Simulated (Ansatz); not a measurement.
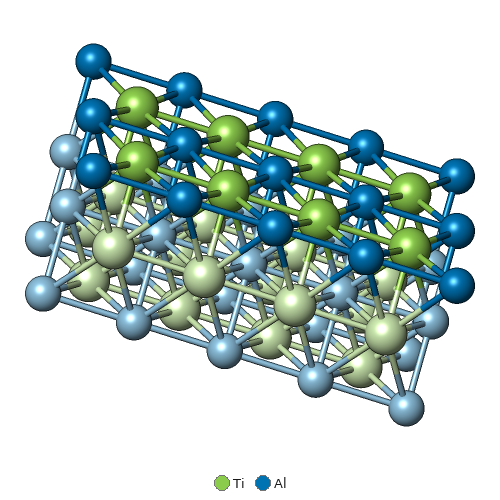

The system is H on a TiAl(101) slab cut from the P4/mmm phase, its upper half relaxed before the scan (12 atoms of substrate and one adsorbate in a 2 × 1 cell); the picture shows it without the atoms that are moved over the map. H is moved over the surface cell; relaxed at each place: the height of the adsorbate's atoms; substrate rigid; the origin of the map has the adsorbate above Al11. Places are given modulo a cell vector. The map is drawn in real space over the plane of the surface. The grid has 6 × 6 points; 24 points were computed and 12 follow by symmetry. Places are given in fractions of the 1 × 1 surface cell. Energies are in eV, from the lowest grid point. These are results of DFT PBE, scalar-relativistic, plane waves, PAW (Ansatz 0.2.0), not measurements. Settings: cutoff 420 eV, k-mesh 5×6×1, gaussian smearing 0.1 eV, no spin polarisation.

Range: position of H13 along the first surface vector from 0.000 to 0.833; position of H13 along the second surface vector from 0.000 to 0.833.

Predict the map.

The lowest grid point is at a threefold hollow (Al–Ti–Ti), (0/6, 2/6) of the cell vectors. A higher local minimum lies near a threefold hollow (Al–Ti–Ti) over a second-layer Al atom, (0/6, 4/6) of the cell vectors (0.047 eV above the lowest at that grid point). The highest grid point, the top site over a surface Al atom, (0/6, 0/6) of the cell vectors, lies 1.51 eV above the lowest. On the interpolated surface the easiest way out of the lowest well to the well at a threefold hollow (Al–Ti–Ti) over a second-layer Al atom, (0/6, 4/6) of the cell vectors passes a barrier of about 0.12 eV, counted from the interpolated bottom of the well. At the lowest point the adsorbate has 1 Al at 1.89 Å as nearest neighbours, at the highest 1 Al at 1.65 Å. Its relaxed height above the top atom is 0.91 Å at the lowest and 1.65 Å at the highest point.

```
second ↓, first →   0/6   1/6   2/6   3/6   4/6   5/6
              5/6  0.99  0.97  0.86  0.74  0.86  0.97
              4/6  0.05  0.45  0.94  1.12  0.94  0.45
              3/6  0.09  0.58  1.05  1.20  1.05  0.58
              2/6  0.00  0.36  0.80  0.95  0.80  0.36
              1/6  0.94  0.93  0.87  0.81  0.87  0.93
              0/6  1.51  1.50  1.42  1.26  1.42  1.50
```

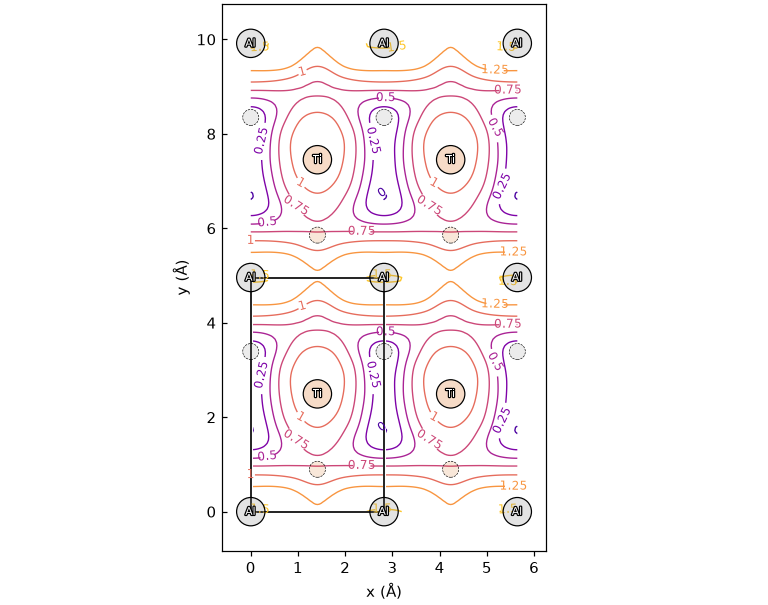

The picture shows contour lines labelled in eV, labelled circles for the atoms of the top layer and small ones for the second layer, the outline of one cell of the 2 × 2 shown. Between grid points the surface is interpolated.

Time for the 24 points that were run: 8.9 min on 4 threads of Intel(R) Xeon(R) 6975P-C (Granite Rapids), with other jobs on the host.

PAW datasets: the set soft_1.
